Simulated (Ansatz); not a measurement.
**What a change does: single-point calculation on AlGa3N4**

System: AlGa3N4 (8 atoms in the cell).
Method of run A: DFT r2SCAN, scalar-relativistic, plane waves, PAW, no spin polarisation (Ansatz 0.2.0).

The structure derives from a Materials Project entry. Text and figures count atoms from 1; the logs count them from 0 in places.

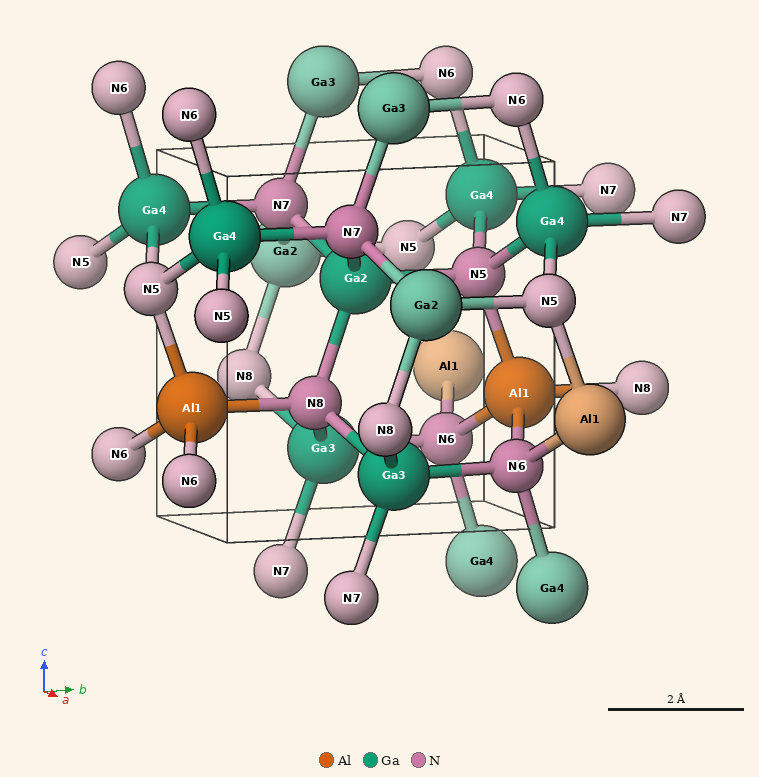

**Figure 1.** The structure as given in the input (ball-and-stick view of the cell of the calculation, set on other vectors, seen slightly off an axis; neighbours outside the cell are drawn fainter; atoms are numbered from 1 in the order of the input). An atom can appear more than once, as a periodic image. Near neighbours in the periodic cell (some may lie outside the picture): Al has 4 N at 1.89 to 1.90 Å; Ga has 4 N at 1.92 to 1.97 Å; N has 1 Al at 1.89 to 1.90 Å and 3 Ga at 1.92 to 1.97 Å; N has 2 Al at 1.90 Å and 2 Ga at 1.96 to 1.97 Å; N has 4 Ga at 1.93 to 1.95 Å.

The input, run A:
```yaml
crystal:
  lattice:
    - [5.1389202019, 0.0, 1.71885e-05]
    - [0.0, 3.1634143063, 0.0]
    - [-0.0036943786, 0.0, 5.4769945779]
  atoms:
    - { symbol: Al, position: [0.0005828853, 0.4963464798, 0.6672982354] }
    - { symbol: Ga, position: [0.4991712869, 0.5046293715, 0.3350606988] }
    - { symbol: Ga, position: [0.4992511917, -0.0379336971, 0.8314570704] }
    - { symbol: Ga, position: [0.9998609984, 0.0352026982, 0.1661913851] }
    - { symbol: "N", position: [0.119413044, 0.5278458733, 0.3406010344] }
    - { symbol: "N", position: [0.1173310426, -0.0036892291, 0.8259310373] }
    - { symbol: "N", position: [0.6202395499, 0.0036230005, 0.1661937141] }
    - { symbol: "N", position: [0.6317500112, 0.469808516, 0.6672678245] }
basis:
  ecutwfc: 500
kpoints:
  mp_grid: { grid: [6, 8, 4] }
hamiltonian:
  xc: r2scan
scf:
  occupations: { method: gaussian, width: 0.05 }
output:
  forces: true
  stress: true
  eigenvalues: true
```

Launched with:
```bash
ansatz run input.yaml --threads 2 --pin off --max-ram 5120MiB --backend cpu --events-out ev --progress --plain --runs-dir out
```

Hardware: 2 threads of AMD EPYC (Zen 5), 32 GiB of memory available, shared host.

Output, shortened to warnings, some set-up lines, iterations and results (run A):
```
Basis set: ecut = 500 eV, 2239 PW (Γ), exchange–correlation on 160×96×160 points (64 copies of the dense FFT grid, shifted against one another)
Symmetry: 1 space group operations
k-points: 100 of 192 (time reversal used)
Initial density: superposition of atomic densities (neutral atoms: chi_scale 0, normalization atom), corrected by the library's trained network
[...]
SCF iter   1: F=—  HF=-13457.374382 eV  |F-HF|=—  |Δ(HF+E_count)|=         —  Δρ=1.12e-2  dr2=5.20e-2  dr2_τ=4.38e-1  ethr=1.77e-3  ⟨swp⟩=6.3  Hψ=15865  notcnv=0  defer=11
SCF iter   2: F=—  HF=-13457.538594 eV  |F-HF|=—  |Δ(HF+E_count)|=   1.64e-1  Δρ=5.59e-3  dr2=1.94e-2  dr2_τ=4.95e-4  ethr=8.38e-5  ⟨swp⟩=2.0  Hψ=8306  notcnv=0  defer=298
SCF iter   3: F=—  HF=-13457.536681 eV  |F-HF|=—  |Δ(HF+E_count)|=   1.91e-3  Δρ=3.42e-3  dr2=5.11e-3  dr2_τ=2.11e-4  ethr=3.13e-5  ⟨swp⟩=2.8  Hψ=6793  notcnv=0  defer=198
SCF iter   4: F=—  HF=-13457.536354 eV  |F-HF|=—  |Δ(HF+E_count)|=   3.27e-4  Δρ=3.14e-4  dr2=7.38e-5  dr2_τ=2.75e-5  ethr=8.24e-6  ⟨swp⟩=2.2  Hψ=6675  notcnv=0  defer=198
SCF iter   5: F=—  HF=-13457.536385 eV  |F-HF|=—  |Δ(HF+E_count)|=   3.04e-5  Δρ=1.57e-4  dr2=1.37e-5  dr2_τ=1.69e-6  ethr=1.19e-7  ⟨swp⟩=2.0  Hψ=6674  notcnv=0  defer=198
SCF iter   6: F=—  HF=-13457.536391 eV  |F-HF|=—  |Δ(HF+E_count)|=   6.18e-6  Δρ=6.33e-5  dr2=4.13e-6  dr2_τ=5.62e-7  ethr=2.21e-8  ⟨swp⟩=2.0  Hψ=6678  notcnv=0  defer=198
SCF iter   7: F=—  HF=-13457.536390 eV  |F-HF|=—  |Δ(HF+E_count)|=   7.95e-7  Δρ=1.52e-5  dr2=2.12e-7  dr2_τ=1.76e-8  ethr=6.67e-9  ⟨swp⟩=2.0  Hψ=5103  notcnv=0  defer=198
SCF iter   8: F=-13457.536390 eV  HF=-13457.536390 eV  |F-HF|=4.55e-8  |Δ(HF+E_count)|=   4.73e-8  Δρ=8.79e-6  dr2=7.41e-8  dr2_τ=3.93e-9  ethr=1.61e-10  ⟨swp⟩=8.8  Hψ=16300  …
SCF 1 converged in 8 iterations: F = -13457.536390 eV  dr2 = 7.41e-8
SCF converged after 8 iterations
Free energy (F): -13457.536390 eV
Harris-Foulkes:  -13457.536390 eV  (|F-HF|=4.55e-8)
Internal energy: -13457.536390 eV  (E = F + TS)
E sigma→0 (E₀):  -13457.536390 eV
Fermi energy:    10.346194 eV
--- Per-component energies (eV) ---
  E_band       = -45.104712
  E_kinetic    = 901.867290
  E_local      = -6611.680024  (includes V_loc(G=0)·N_el)
  E_nonlocal   = 1483.722410
  E_hartree    = 3040.956831
  E_xc         = -464.139814
  E_vxc        = -550.011150  (∫ρ·V_xc dr)
  E_paw        = -7014.566719  (= ΣΔE_a)
  E_vpaw       = -1380.840426  (= ΣTr[D̂ρ^β])
  E_aug_tail   = -0.000063  (compensation charges beyond the density's cutoff)
  E_vtau       = 29.916487  (kinetic-family band-sum trace: ∫τ·v_τ [+ j·A + Jᵃ·Aᵃ] dr)
  E_ewald      = -4791.558725
  E_core_change = -2.137576  (= ΣΔE_core)
  E_smearing   = -0.000000  (= −TS)
  E_closure    = -0.000000  (closes the sum)
  Σ components = -13457.536390   (vs F -13457.536390, Δ=0.00e0)
--- Forces (eV/Å), atoms counted from 1 ---
  atom   1  Al    -0.00906028     0.02395711    -0.02377402
  atom   2  Ga    -0.00431180    -0.07789630     0.02347094
  atom   3  Ga    -0.02060858     0.63987276     0.06111579
  atom   4  Ga    -0.01499391    -0.59361137    -0.05037069
  atom   5  N      0.00728909    -0.09607927     0.04019321
  atom   6  N      0.01302261     0.01309838     0.03054826
  atom   7  N      0.00887788    -0.01387370    -0.03799998
  atom   8  N      0.01959587     0.10455056    -0.04319557
  max |Σ_I F_I| component: 1.89e-4 eV/Å
--- Stress (GPa, compression-positive) ---
       -0.193349      -0.065360      -0.010230
       -0.065409      -0.322517       0.330422
       -0.010273       0.330393      -0.030948
  P = ⅓ Tr σ = -0.1823 GPa (-1.823 kbar)
```

The input of run B differs as follows (lines with − go, lines with + come):
```diff
-    - { symbol: Al, position: [0.0005828853, 0.4963464798, 0.6672982354] }
-    - { symbol: Ga, position: [0.4991712869, 0.5046293715, 0.3350606988] }
-    - { symbol: Ga, position: [0.4992511917, -0.0379336971, 0.8314570704] }
-    - { symbol: Ga, position: [0.9998609984, 0.0352026982, 0.1661913851] }
-    - { symbol: "N", position: [0.119413044, 0.5278458733, 0.3406010344] }
-    - { symbol: "N", position: [0.1173310426, -0.0036892291, 0.8259310373] }
-    - { symbol: "N", position: [0.6202395499, 0.0036230005, 0.1661937141] }
-    - { symbol: "N", position: [0.6317500112, 0.469808516, 0.6672678245] }
+    - { symbol: Al, position: [0.0005828853, 0.50045669, 0.6672982354] }
+    - { symbol: Ga, position: [0.4991712869, 0.4994213286, 0.3350606988] }
+    - { symbol: Ga, position: [0.4992511917, 0.0047417121, 0.8314570704] }
+    - { symbol: Ga, position: [0.9998609984, -0.0044003373, 0.1661913851] }
+    - { symbol: "N", position: [0.119413044, 0.4965192658, 0.3406010344] }
+    - { symbol: "N", position: [0.1173310426, 0.0004611536, 0.8259310373] }
+    - { symbol: "N", position: [0.6202395499, -0.0004528751, 0.1661937141] }
+    - { symbol: "N", position: [0.6317500112, 0.5037739355, 0.6672678245] }
```

Predict how the results change.

With the same functional and potentials, run B lies 10.0 meV per atom lower. The gap on the mesh goes from 2.84 to 2.89 eV. The pressure goes from −0.18 to 0.00 GPa. The largest force goes from 0.643 to 0.080 eV/Å. The number of SCF iterations is the same.

Output, shortened to warnings, some set-up lines, iterations and results (run B):
```
Basis set: ecut = 500 eV, 2239 PW (Γ), exchange–correlation on 160×96×160 points (64 copies of the dense FFT grid, shifted against one another)
Symmetry: 1 space group operations
k-points: 100 of 192 (time reversal used)
Initial density: superposition of atomic densities (neutral atoms: chi_scale 0, normalization atom), corrected by the library's trained network
[...]
SCF iter   1: F=—  HF=-13457.454192 eV  |F-HF|=—  |Δ(HF+E_count)|=         —  Δρ=1.12e-2  dr2=5.20e-2  dr2_τ=4.40e-1  ethr=1.77e-3  ⟨swp⟩=6.3  Hψ=15795  notcnv=0  defer=9
SCF iter   2: F=—  HF=-13457.618547 eV  |F-HF|=—  |Δ(HF+E_count)|=   1.64e-1  Δρ=5.59e-3  dr2=1.94e-2  dr2_τ=4.99e-4  ethr=8.38e-5  ⟨swp⟩=2.1  Hψ=8306  notcnv=0  defer=304
SCF iter   3: F=—  HF=-13457.616651 eV  |F-HF|=—  |Δ(HF+E_count)|=   1.90e-3  Δρ=3.43e-3  dr2=5.13e-3  dr2_τ=2.09e-4  ethr=3.12e-5  ⟨swp⟩=2.8  Hψ=6782  notcnv=0  defer=204
SCF iter   4: F=—  HF=-13457.616325 eV  |F-HF|=—  |Δ(HF+E_count)|=   3.26e-4  Δρ=3.12e-4  dr2=7.29e-5  dr2_τ=2.73e-5  ethr=8.28e-6  ⟨swp⟩=2.2  Hψ=6672  notcnv=0  defer=204
SCF iter   5: F=—  HF=-13457.616354 eV  |F-HF|=—  |Δ(HF+E_count)|=   2.95e-5  Δρ=1.56e-4  dr2=1.37e-5  dr2_τ=1.69e-6  ethr=1.18e-7  ⟨swp⟩=2.0  Hψ=6665  notcnv=0  defer=204
SCF iter   6: F=—  HF=-13457.616360 eV  |F-HF|=—  |Δ(HF+E_count)|=   6.04e-6  Δρ=6.33e-5  dr2=4.15e-6  dr2_τ=5.66e-7  ethr=2.21e-8  ⟨swp⟩=2.0  Hψ=6685  notcnv=0  defer=204
SCF iter   7: F=—  HF=-13457.616360 eV  |F-HF|=—  |Δ(HF+E_count)|=   7.92e-7  Δρ=1.52e-5  dr2=2.12e-7  dr2_τ=1.78e-8  ethr=6.69e-9  ⟨swp⟩=2.0  Hψ=4990  notcnv=0  defer=204
SCF iter   8: F=-13457.616360 eV  HF=-13457.616360 eV  |F-HF|=4.62e-8  |Δ(HF+E_count)|=   4.81e-8  Δρ=8.78e-6  dr2=7.40e-8  dr2_τ=3.89e-9  ethr=1.61e-10  ⟨swp⟩=8.9  Hψ=16313  …
SCF 1 converged in 8 iterations: F = -13457.616360 eV  dr2 = 7.40e-8
SCF converged after 8 iterations
Free energy (F): -13457.616360 eV
Harris-Foulkes:  -13457.616360 eV  (|F-HF|=4.62e-8)
Internal energy: -13457.616360 eV  (E = F + TS)
E sigma→0 (E₀):  -13457.616360 eV
Fermi energy:    10.344457 eV
--- Per-component energies (eV) ---
  E_band       = -45.060409
  E_kinetic    = 902.092909
  E_local      = -6615.408158  (includes V_loc(G=0)·N_el)
  E_nonlocal   = 1483.786220
  E_hartree    = 3042.794064
  E_xc         = -464.202863
  E_vxc        = -550.102430  (∫ρ·V_xc dr)
  E_paw        = -7014.643601  (= ΣΔE_a)
  E_vpaw       = -1380.945632  (= ΣTr[D̂ρ^β])
  E_aug_tail   = -0.000053  (compensation charges beyond the density's cutoff)
  E_vtau       = 29.921539  (kinetic-family band-sum trace: ∫τ·v_τ [+ j·A + Jᵃ·Aᵃ] dr)
  E_ewald      = -4789.897302
  E_core_change = -2.137576  (= ΣΔE_core)
  E_smearing   = -0.000000  (= −TS)
  E_closure    = -0.000000  (closes the sum)
  Σ components = -13457.616360   (vs F -13457.616360, Δ=0.00e0)
--- Forces (eV/Å), atoms counted from 1 ---
  atom   1  Al    -0.00224351    -0.00300338    -0.00159269
  atom   2  Ga    -0.00123762     0.00973367     0.00002061
  atom   3  Ga    -0.00143915    -0.07952563     0.00121748
  atom   4  Ga     0.00099933     0.07379044    -0.00009372
  atom   5  N      0.00026031     0.01178199     0.00127539
  atom   6  N      0.00024345    -0.00159717     0.00029138
  atom   7  N      0.00087400     0.00158335    -0.00097365
  atom   8  N      0.00231874    -0.01276898    -0.00016339
  max |Σ_I F_I| component: 2.24e-4 eV/Å
--- Stress (GPa, compression-positive) ---
       -0.004661       0.008009       0.002412
        0.008016      -0.006895      -0.041744
        0.002348      -0.041740      -0.003050
  P = ⅓ Tr σ = -0.0049 GPa (-0.049 kbar)
```

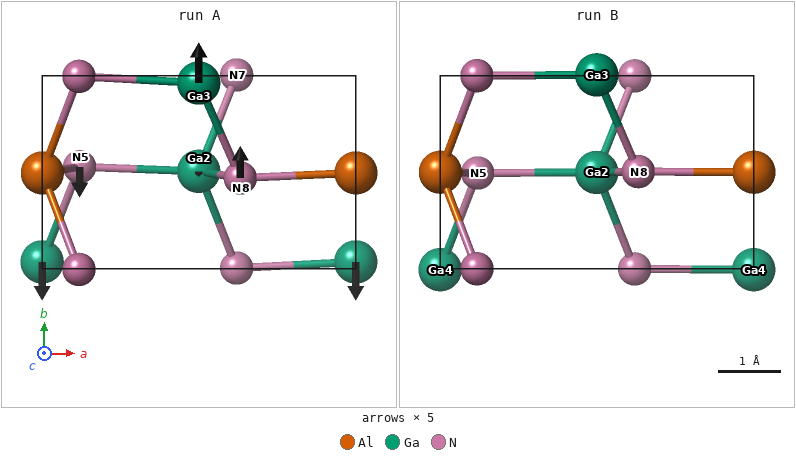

**Figure 2.** The two input geometries at one scale (ball-and-stick view of the cell of the calculation, along the c axis). The black arrows on the first give the shifts of the atoms relative to the cell, with their mean removed, magnified 5 times. The largest move is that of a Ga atom, 0.13 Å. Largest moves by element: Ga 0.13 Å, N 0.11 Å, Al 0.01 Å. (The mean shift of all atoms is removed.) The lattice vectors keep their values. Among the contacts that change: Ga–N 1.963 → 1.940 Å, Ga–N 1.923 → 1.945 Å.

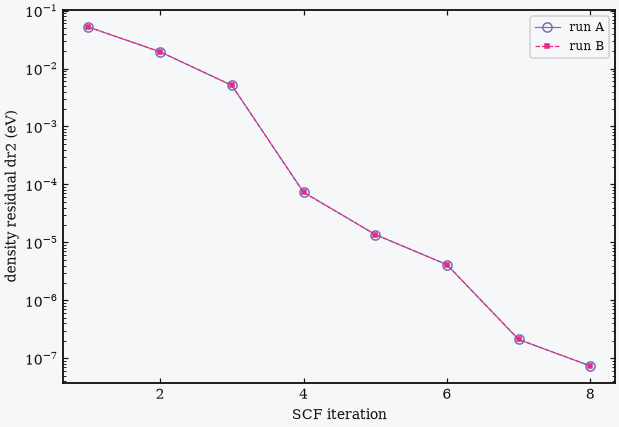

**Figure 3.** Convergence of the two runs: density residual dr2 against the SCF iteration. Run A takes 8 iterations in all, and run B takes 8.

The two runs side by side:

| quantity | run A | run B |
| --- | --- | --- |
| outcome | converged | converged |
| free energy per atom (eV) | −1682.1920 | −1682.2020 |
| gap on the mesh (eV) | 2.84 | 2.89 |
| pressure (GPa) | −0.18 | 0.00 |
| largest force (eV/Å) | 0.643 | 0.080 |
| SCF iterations | 8 | 8 |
| irreducible k-points | 100 | 100 |
| plane waves at Γ | 2239 | 2239 |
| wall time (shared host) | 9.2 s | 9.1 s |
